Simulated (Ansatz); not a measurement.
```cif
data_structure
_symmetry_space_group_name_H-M 'P 1'
_symmetry_Int_Tables_number 1
_cell_length_a 4.1746
_cell_length_b 4.3485
_cell_length_c 4.1746
_cell_angle_alpha 90.000
_cell_angle_beta 90.000
_cell_angle_gamma 90.000
_cell_volume 75.78
loop_
_atom_site_label
_atom_site_type_symbol
_atom_site_fract_x
_atom_site_fract_y
_atom_site_fract_z
_atom_site_occupancy
Ta1 Ta 0.00000 0.00000 0.50109 1
Ta2 Ta 0.50000 0.00000 0.00109 1
Ta3 Ta 0.00000 0.50000 0.00109 1
Ta4 Ta 0.50000 0.50000 0.50109 1
N1 N 0.00000 0.00000 0.98593 1
N2 N 0.50000 0.00000 0.48593 1
N3 N 0.00000 0.50000 0.48593 1
N4 N 0.50000 0.50000 0.98593 1
```

Space group Fmm2; changed on purpose from its base cell (mode 4 frozen in at -0.061 Å, equal normal strain along x and y -0.0400); not relaxed (largest force 1.1 eV/Å); computed pressure about 40 GPa in this cell.

Level of theory: DFT LDA, scalar-relativistic, plane waves, PAW in Ansatz.

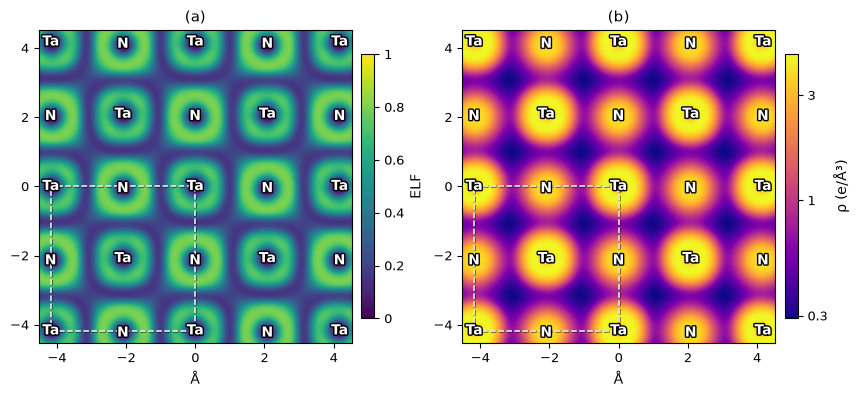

TaN. (a) electron localisation function; (b) valence charge density (pseudo) on the (010) plane of the conventional cell.

The density is the valence pseudo-density of a PAW calculation; it isn't the true density close to the nuclei.

What do the fields say about this system?

Answer.
- Atoms in the plane: Ta and N.
- Ta–N (2.02 Å): ρ is about 0.83 e/Å³ halfway; the ELF peaks at about 0.80 in the valence shell of N, 0.6 Å from its nucleus, and drops to about 0.20 between the two atoms: no localised pair shows between them.
- Ta–Ta (2.95 Å): ρ is about 0.29 e/Å³ halfway; the ELF is about 0.20 at the midpoint (no localised pair shows between them).
- Ta–N (2.09 Å): the density is about 0.7 e/Å³ at the midpoint; the ELF peaks at about 0.80 in the valence shell of N, 0.6 Å from its nucleus, and drops to about 0.15 between the two atoms: no localised pair shows between them.
- Ta–N (2.15 Å): ρ at the midpoint is about 0.6 e/Å³; the ELF peaks at about 0.80 in the valence shell of N, 0.6 Å from its nucleus, and drops to about 0.15 between the two atoms; no localised pair shows between them.
- Between the atoms the lowest density in this plane is 0.29 e/Å³.
- The features right at Ta lie inside the PAW spheres, where the map follows smoothed inner orbitals and isn't to be read closely.

Metal or insulator at this level of theory?

Answer. It is gapless in this calculation (a metal or semimetal); semilocal functionals without U, or without the true magnetic order, often close the gap of such compounds.
